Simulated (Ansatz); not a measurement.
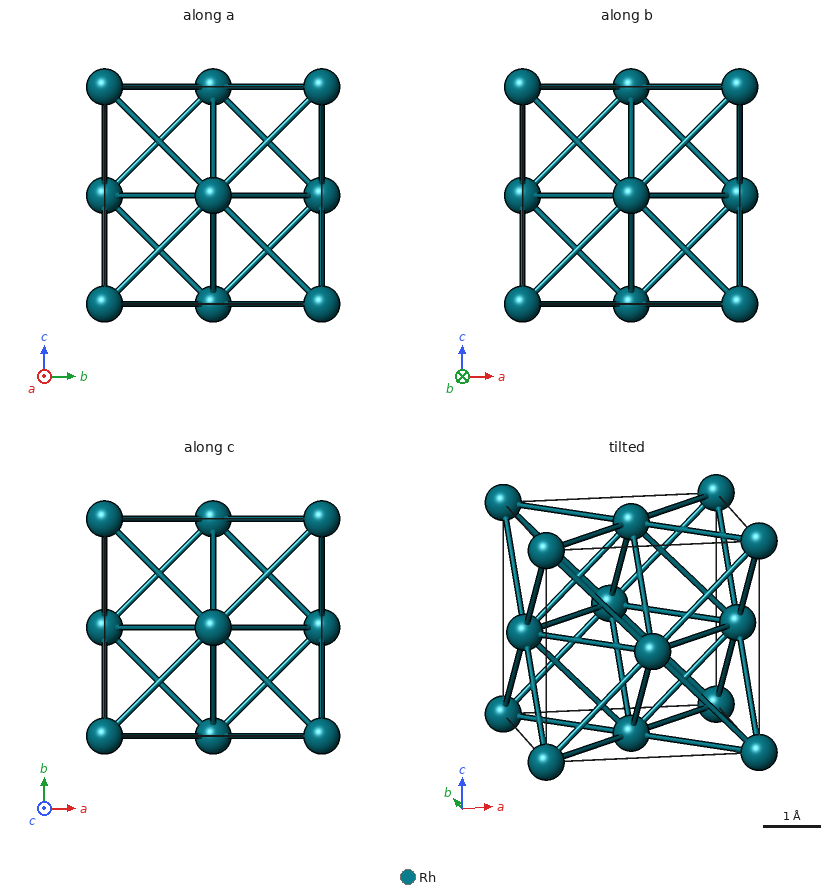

This ball-and-stick model is shown along the a axis, along the b axis, along the c axis and slightly off an axis. One conventional unit cell is framed, with atoms on its boundary repeated.

Lattice parameters: a = 3.830 Å, b = 3.830 Å, c = 3.830 Å, α = 90.00°, β = 90.00°, γ = 90.00°. Put a along x and b in the xy plane.

From the views, write a POSCAR file.

Answer.
```
Rh
1.0
     3.830    0.000    0.000
     0.000    3.830    0.000
     0.000    0.000    3.830
Rh
4
Direct
  0.0000 0.0000 0.0000
  0.0000 0.5000 0.5000
  0.5000 0.0000 0.5000
  0.5000 0.5000 0.0000
```

The model was built from a structure type filled with this element by a generator (whether the element takes this form wasn't checked). The geometry is the end of a relaxation with Ansatz 0.2.0, DFT PBE, scalar-relativistic, plane waves, PAW.
